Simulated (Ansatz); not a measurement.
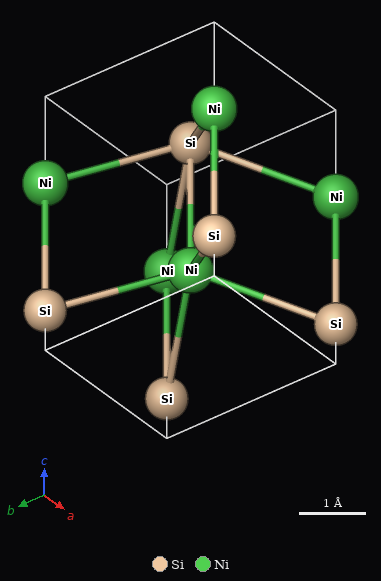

Lattice vibrations of crystalline SiNi, at the zone centre. A ball-and-stick model of the cell of the calculation, seen from a free direction.

Method: DFT PBE, scalar-relativistic, plane waves, PAW (Ansatz 0.2.0).

The input:
```yaml
crystal:
  lattice:
    - [3.0286104789, 0.0, 0.0]
    - [0.0, 3.2832079633, 0.0]
    - [0.0, 0.0, 4.7143288799]
  atoms:
    - { symbol: Si, position: [0.5, 0.5, 0.8430786165] }
    - { symbol: Si, position: [0.0, 0.0, 0.1569213835] }
    - { symbol: Ni, position: [0.5, 0.5, 0.3420589963] }
    - { symbol: Ni, position: [0.0, 0.0, 0.6579410037] }
basis:
  ecutwfc: 420
kpoints:
  mp_grid: { grid: [16, 14, 10] }
hamiltonian:
  xc: pbe
scf:
  occupations: { method: fermi_dirac, width: 0.15 }
output:
  eigenvalues: true
phonons:
  method: dfpt
  eigenvectors: true
```

Command:
```bash
ansatz run input.yaml --threads 1 --pin off --max-ram 2560MiB --backend cpu --events-out ev --progress --plain --runs-dir out
```

The frequencies depend somewhat on the k-mesh and the smearing.

Which optical modes does it have, at what frequencies, and is it stable there?

The calculation's cell holds 4 atoms, so there are 9 optical modes, in 9 levels. The optical modes span 2B₂g + 2B₃g + B₃u + 2A_g + B₂u + B₁u. No level is unstable.

```json
{"level": "1", "symmetry": "B₂g", "frequency (cm⁻¹)": "174", "activity": "Raman-active"}
{"level": "2", "symmetry": "B₃g", "frequency (cm⁻¹)": "186", "activity": "Raman-active"}
{"level": "3", "symmetry": "B₃u", "frequency (cm⁻¹)": "239", "activity": "infrared-active"}
{"level": "4", "symmetry": "A_g", "frequency (cm⁻¹)": "242", "activity": "Raman-active"}
{"level": "5", "symmetry": "B₂u", "frequency (cm⁻¹)": "257", "activity": "infrared-active"}
{"level": "6", "symmetry": "B₂g", "frequency (cm⁻¹)": "268", "activity": "Raman-active"}
{"level": "7", "symmetry": "B₃g", "frequency (cm⁻¹)": "308", "activity": "Raman-active"}
{"level": "8", "symmetry": "B₁u", "frequency (cm⁻¹)": "368", "activity": "infrared-active"}
{"level": "9", "symmetry": "A_g", "frequency (cm⁻¹)": "400", "activity": "Raman-active"}
```

The crystal is a metal, so free carriers screen the infrared response.

The modes drawn as arrows, 6 of the levels:

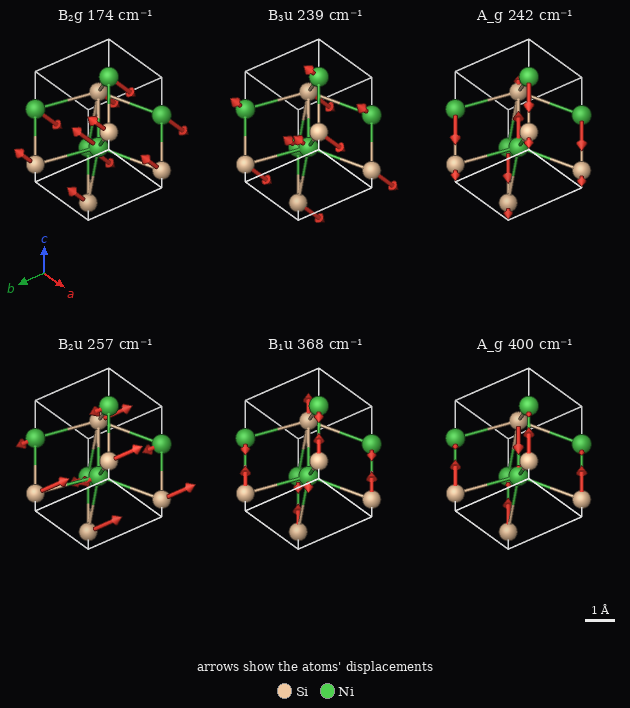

Limits of the set-up: an element that often carries a moment was run without spin polarisation.
